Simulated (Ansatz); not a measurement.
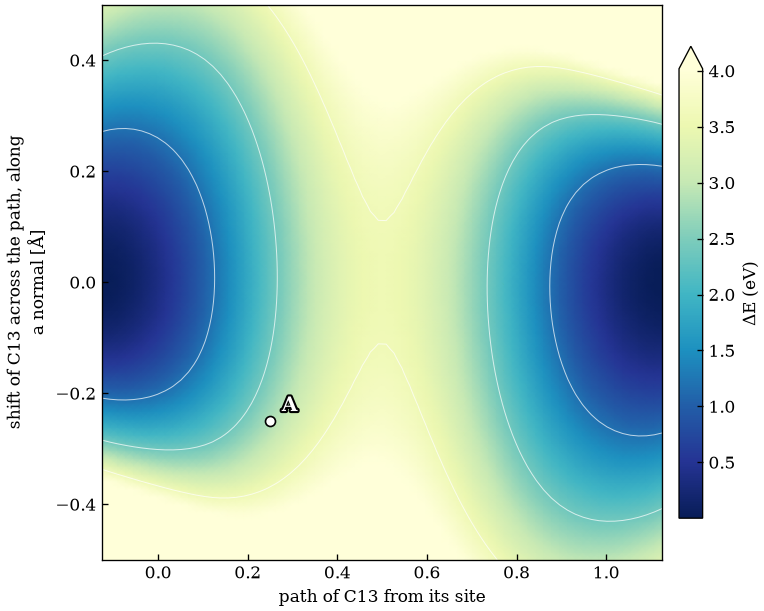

C (P6_3/mmc phase) with one C vacancy (15 atoms in the cell). An atom moved over a plane that holds its own site and a neighbouring vacancy (x along [0 0 −1], y along [2 2 1], z along [1 −1 0] of the conventional cell). The first coordinate is: path of C13 from its site (0) to the vacancy (1), 1.542 Å; the second: shift of C13 across the path, along a normal. Nothing is relaxed (all other atoms held at the sites of the perfect crystal). The scan uses an 11 × 9 grid; 50 points were computed and 49 follow by symmetry. Points are written as (first, second). All energies are given in eV per cell relative to the lowest grid point. Level of theory: DFT PBE, scalar-relativistic, plane waves, PAW (Ansatz 0.2.0). Settings: cutoff 420 eV, k-mesh 6×6×6, gaussian smearing 0.05 eV, no spin polarisation.

The picture shows a smooth colour map with a few white contour lines, one colour for all values above the top of the scale, the point A. Between grid points the surface is interpolated.

Which way does the force act at A, and how strong is it?

Answer. A, at (0.250, −0.250 Å), is not a stationary point. The computed force is 6.4 eV for each unit of the axis towards smaller values of the first coordinate and 4.9 eV for each Å towards larger values of the second coordinate.

PAW datasets: the set soft_1.
